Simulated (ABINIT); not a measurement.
# Run report: Rh, optical-spectrum calculation (part 2 of 2)

Rh (Fm-3m, 1 atom in the cell); Kohn-Sham DFT of a periodic cell, PBEsol, PseudoDojo NC SR PBEsol v0.4.1 standard, no spin polarisation (ABINIT 10.8.3); cutoff 1088.46 eV, 12×12×12 k-mesh, fermi-dirac of 0.1 eV. The structure derives from an entry of the Crystallography Open Database.

### What the program printed, continued
```
 cartesian forces (hartree/bohr) at end:
    1     -0.00000000000000    -0.00000000000000    -0.00000000000000
 frms,max,avg= 0.0000000E+00 0.0000000E+00   0.000E+00  0.000E+00  0.000E+00 h/b

 cartesian forces (eV/Angstrom) at end:
    1     -0.00000000000000    -0.00000000000000    -0.00000000000000
 frms,max,avg= 0.0000000E+00 0.0000000E+00   0.000E+00  0.000E+00  0.000E+00 e/A
 length scales=  1.000000000000  1.000000000000  1.000000000000 bohr
              =  0.529177210544  0.529177210544  0.529177210544 angstroms
 Fermi (or HOMO) energy (hartree) =   0.60007   Average Vxc (hartree)=  -0.53698
 Eigenvalues (hartree) for nkpt= 182  k points:
 kpt#   1, nband= 13, wtk=  0.00347, kpt= -0.0417 -0.0833  0.0000 (reduced coord)
  -2.29734   -1.10386   -1.10273   -1.10261    0.31218    0.48012    0.48974    0.48997
   0.55854    0.56521    1.20539    1.35216    1.39613
      occupation numbers for kpt#   1
   2.00000    2.00000    2.00000    2.00000    2.00000    2.00000    2.00000    2.00000
   1.99998    1.99985    0.00000    0.00000    0.00000
 prteigrs : prtvol=0 or 1, do not print more k-points.

--- !EnergyTerms
iteration_state     : {dtset: 1, }
comment             : Components of total free energy in Hartree
kinetic             :  3.87152488650437E+01
hartree             :  1.87479624339413E+01
xc                  : -1.88058734680694E+01
Ewald energy        : -9.23641367413331E+01
psp_core            :  3.96385583944425E+00
local_psp           : -7.44555949306746E+01
non_local_psp       :  6.98388780134983E+00
internal            : -1.17214650200298E+02
'-kT*entropy'       : -1.60660480224606E-03
total_energy        : -1.17216256805100E+02
total_energy_eV     : -3.18961683823168E+03
band_energy         : -6.92646312380712E+00
...

 Cartesian components of stress tensor (hartree/bohr^3)
  sigma(1 1)=  1.33483376E-04  sigma(3 2)=  0.00000000E+00
  sigma(2 2)=  1.33483376E-04  sigma(3 1)=  0.00000000E+00
  sigma(3 3)=  1.33483376E-04  sigma(2 1)=  0.00000000E+00

-Cartesian components of stress tensor (GPa)         [Pressure= -3.9272E+00 GPa]
- sigma(1 1)=  3.92721650E+00  sigma(3 2)=  0.00000000E+00
- sigma(2 2)=  3.92721650E+00  sigma(3 1)=  0.00000000E+00
- sigma(3 3)=  3.92721650E+00  sigma(2 1)=  0.00000000E+00

================================================================================
== DATASET  2 ==================================================================

--- !DatasetInfo
iteration_state: {dtset: 2, }
dimensions: {natom: 1, nkpt: 182, mband: 20, nsppol: 1, nspinor: 1, nspden: 1, mpw: 1130, }
cutoff_energies: {ecut:  40.0, pawecutdg:  -1.0, }
electrons: {nelect:   1.70000000E+01, charge:   0.00000000E+00, occopt:   3.00000000E+00, tsmear:   3.67493000E-03, }
meta: {optdriver: 0, ionmov: 0, optcell: 0, iscf: -3, paral_kgb: 0, }
...

 mkfilename : getden/=0, take file _DEN from output of DATASET   1.

 Real(R)+Recip(G) space primitive vectors, cartesian coordinates (Bohr,Bohr^-1):
 R(1)=  0.0000000  3.5864167  3.5864167  G(1)= -0.1394149  0.1394149  0.1394149
 R(2)=  3.5864167  0.0000000  3.5864167  G(2)=  0.1394149 -0.1394149  0.1394149
 R(3)=  3.5864167  3.5864167  0.0000000  G(3)=  0.1394149  0.1394149 -0.1394149
 Unit cell volume ucvol=  9.2259745E+01 bohr^3
 Angles (23,13,12)=  6.00000000E+01  6.00000000E+01  6.00000000E+01 degrees

 getcut: wavevector=  0.0000  0.0000  0.0000  ngfft=  30  30  30
         ecut(hartree)=     40.000   => boxcut(ratio)=   2.07985
--------------------------------------------------------------------------------

================================================================================

--- !BeginCycle
iteration_state: {dtset: 2, }
solver: {iscf: -3, nstep: 120, nline: 4, wfoptalg: 0, }
tolerances: {tolwfr: 1.00E-12, }
...

     iter   Etot(hartree)      deltaE(h)  residm     vres2
 Non-SCF case, kpt    1 ( -0.04167 -0.08333  0.00000), residuals and eigenvalues=
  1.55E-13  2.91E-13  3.16E-13  3.74E-13  9.22E-13  7.90E-13  3.95E-14  7.19E-13
  6.42E-13  7.81E-13  7.49E-13  2.02E-13  3.09E-13  4.89E-13  6.15E-13  8.63E-13
  4.84E-12  8.62E-12  1.50E-07  3.75E-04
 -2.2973E+00 -1.1039E+00 -1.1027E+00 -1.1026E+00  3.1218E-01  4.8012E-01
  4.8974E-01  4.8997E-01  5.5854E-01  5.6521E-01  1.2054E+00  1.3522E+00
  1.3961E+00  1.4024E+00  1.6500E+00  1.7383E+00  1.7398E+00  1.7801E+00
  1.9384E+00  2.0426E+00
 prteigrs : prtvol=0 or 1, do not print more k-points.

--- !ResultsGS
iteration_state: {dtset: 2, }
comment   : Summary of ground state results
lattice_vectors:
- [  0.0000000,   3.5864167,   3.5864167, ]
- [  3.5864167,   0.0000000,   3.5864167, ]
- [  3.5864167,   3.5864167,   0.0000000, ]
lattice_lengths: [   5.07196,    5.07196,    5.07196, ]
lattice_angles: [ 60.000,  60.000,  60.000, ] # degrees, (23, 13, 12)
lattice_volume:   9.2259745E+01
convergence: {deltae:  0.000E+00, res2:  0.000E+00, residm:  9.991E-13, diffor:  0.000E+00, }
etotal    :  -1.17216257E+02
entropy   :   0.00000000E+00
fermie    :   6.00068313E-01
cartesian_stress_tensor: null
pressure_GPa: null
xred      :
- [  0.0000E+00,   0.0000E+00,   0.0000E+00, Rh]
cartesian_forces: null
force_length_stats: {min: null, max: null, mean: null, }
...

 Integrated electronic density in atomic spheres:
 ------------------------------------------------
 Atom  Sphere_radius  Integrated_density
    1        2.00000         14.06262656
================================================================================

 ----iterations are completed or convergence reached----

 Mean square residual over all n,k,spin=   41.561E-14; max=  99.911E-14
 reduced coordinates (array xred) for    1 atoms
       0.000000000000      0.000000000000      0.000000000000

 cartesian coordinates (angstrom) at end:
    1      0.00000000000000     0.00000000000000     0.00000000000000
 length scales=  1.000000000000  1.000000000000  1.000000000000 bohr
              =  0.529177210544  0.529177210544  0.529177210544 angstroms
 Eigenvalues (hartree) for nkpt= 182  k points:
 kpt#   1, nband= 20, wtk=  0.00347, kpt= -0.0417 -0.0833  0.0000 (reduced coord)
  -2.29734   -1.10386   -1.10273   -1.10261    0.31218    0.48012    0.48974    0.48997
   0.55854    0.56521    1.20539    1.35216    1.39611    1.40238    1.65001    1.73831
   1.73977    1.78012    1.93843    2.04264
      occupation numbers for kpt#   1
   2.00000    2.00000    2.00000    2.00000    2.00000    2.00000    2.00000    2.00000
   1.99998    1.99985    0.00000    0.00000    0.00000    0.00000    0.00000    0.00000
   0.00000    0.00000    0.00000    0.00000
 prteigrs : prtvol=0 or 1, do not print more k-points.

--- !EnergyTerms
iteration_state     : {dtset: 2, }
comment             : Components of total free energy in Hartree
kinetic             :  3.87152488820737E+01
hartree             :  1.87479624339413E+01
xc                  : -1.88058734680694E+01
Ewald energy        : -9.23641367413331E+01
psp_core            :  3.96385583944425E+00
local_psp           : -7.44555949306746E+01
non_local_psp       :  6.98388789858090E+00
internal            : -1.17214650086037E+02
'-kT*entropy'       : -1.60660479340105E-03
total_energy        : -1.17216256690830E+02
...

--- !EnergyTermsDC
iteration_state     : {dtset: 2, }
comment             : '"Double-counting" decomposition of free energy'
band_energy         : -6.92646305337291E+00
Ewald energy        : -9.23641367413331E+01
psp_core            :  3.96385583944425E+00
xc_dc               : -2.18879062450432E+01
internal            : -1.17214650200305E+02
'-kT*entropy'       : -1.60660479340105E-03
total_energy_dc     : -1.17216256805098E+02
...

================================================================================
== DATASET  3 ==================================================================

--- !DatasetInfo
iteration_state: {dtset: 3, }
dimensions: {natom: 1, nkpt: 182, mband: 16, nsppol: 1, nspinor: 1, nspden: 1, mpw: 1130, }
cutoff_energies: {ecut:  40.0, pawecutdg:  -1.0, }
electrons: {nelect:   1.70000000E+01, charge:   0.00000000E+00, occopt:   3.00000000E+00, tsmear:   3.67493000E-03, }
meta: {optdriver: 8, wfk_task: 7, }
...

 mkfilename : getwfk/=0, take file _WFK from output of DATASET   2.

--------------------------------------------------------------------------------

 Computation of velocity matrix elements (DDK)

 Parameters extracted from the Abinit header:
    ecut:     40.0
    nkpt:    6912
    mband:   20
    nsppol:  1
    nspinor: 1
    useylm:  0
    inclvkb: 2
    bmin: 1, bmax: 20
    Computing diagonal and off-diagonal matrix elements
    Between band index bmin: 1, bmax: 20

== END DATASET(S) ==============================================================
================================================================================

 -outvars: echo values of variables after computation  --------
            acell      1.0000000000E+00  1.0000000000E+00  1.0000000000E+00 Bohr
           etotal1    -1.1721625681E+02
           etotal2    -1.1721625681E+02
           etotal3     0.0000000000E+00
            fcart1    -0.0000000000E+00 -0.0000000000E+00 -0.0000000000E+00
            fcart3     0.0000000000E+00  0.0000000000E+00  0.0000000000E+00
            rprim      0.0000000000E+00  3.5864167256E+00  3.5864167256E+00
                       3.5864167256E+00  0.0000000000E+00  3.5864167256E+00
                       3.5864167256E+00  3.5864167256E+00  0.0000000000E+00
           strten1     1.3348337577E-04  1.3348337577E-04  1.3348337577E-04
                       0.0000000000E+00  0.0000000000E+00  0.0000000000E+00
           strten3     0.0000000000E+00  0.0000000000E+00  0.0000000000E+00
                       0.0000000000E+00  0.0000000000E+00  0.0000000000E+00
 Calculation completed.
```

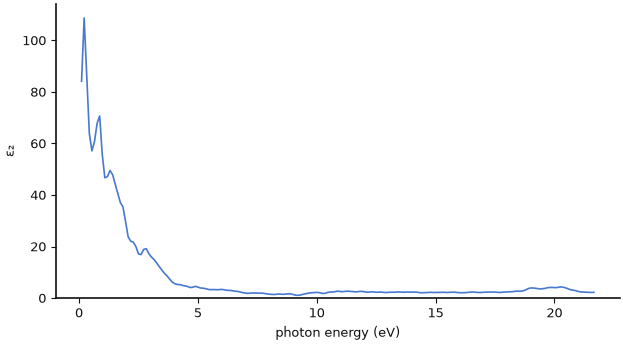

Imaginary part of the dielectric function (first component that the program prints). The highest peak, 108.7, lies at 0.22 eV.

This output came from the following input.

### The input
```
# Datasets
ndtset 3

# Pseudopotentials
pp_dirpath "./"
pseudos "Rh.upf"

# Structure
acell 3*1.0
rprim
     0.0000000000     3.5864167256     3.5864167256
     3.5864167256     0.0000000000     3.5864167256
     3.5864167256     3.5864167256     0.0000000000
ntypat 1
znucl 45
natom 1
typat 1
xred
            0.0            0.0            0.0

# Plane-wave basis
ecut 40.0

# k points
ngkpt 12 12 12
nshiftk 4
shiftk
     0.5000000000     0.5000000000     0.5000000000
     0.5000000000     0.0000000000     0.0000000000
     0.0000000000     0.5000000000     0.0000000000
     0.0000000000     0.0000000000     0.5000000000
istwfk *1

# Exchange and correlation
ixc -116133

# Bands and occupations
occopt 3
tsmear 0.00367493

# SCF cycle
nstep 80

# Output
iomode 3
prteig 0
prtebands 0

# Dataset 1: ground state
nband1 13
tolvrs1 1.0e-12
prtden1 1
prtwf1 0
kptopt1 1

# Dataset 2: empty bands at fixed density
iscf2 -3
getden2 1
nband2 20
nbdbuf2 4
tolwfr2 1.0e-12
nstep2 120
prtden2 0
kptopt2 1

# Dataset 3: wave functions and velocity matrix elements in the full zone
optdriver3 8
wfk_task3 "wfk_optics_fullbz"
getwfk3 2
nband3 16
kptopt3 1
prtevk3 1
inclvkb3 2
```

### File optic.abi
```
&FILES
 ddkfile_1 = 'runo_DS3_1_EVK.nc',
 ddkfile_2 = 'runo_DS3_2_EVK.nc',
 ddkfile_3 = 'runo_DS3_3_EVK.nc',
 wfkfile = 'runo_DS3_WFK.nc'
/
&PARAMETERS
 broadening = 0.005512,
 domega = 0.002,
 maxomega = 0.8,
 scissor = 0.000000,
 tolerance = 0.002
/
&COMPUTATIONS
 num_lin_comp = 1,
 lin_comp = 11,
 num_nonlin_comp = 0
/
```

Run as:
```bash
abinit run.abi > log 2>&1
optic optic.abi > optic.log 2>&1
```

### Results in brief

```csv
quantity,value
outcome,converged
space group (tolerance 0.01 Å),Fm-3m (225)
electrons treated,17
free energy,−3189.6168 eV
Fermi energy,16.329 eV
pressure,−3.93 GPa
largest force (length of the vector),under 0.001 eV/Å
hardware,"1 thread of Intel Xeon (Granite Rapids), 96 GiB of memory available, shared host"
wall time,2.7 min
peak memory,2.8 GiB
```

Points of doubt noted for this run: no intraband term.
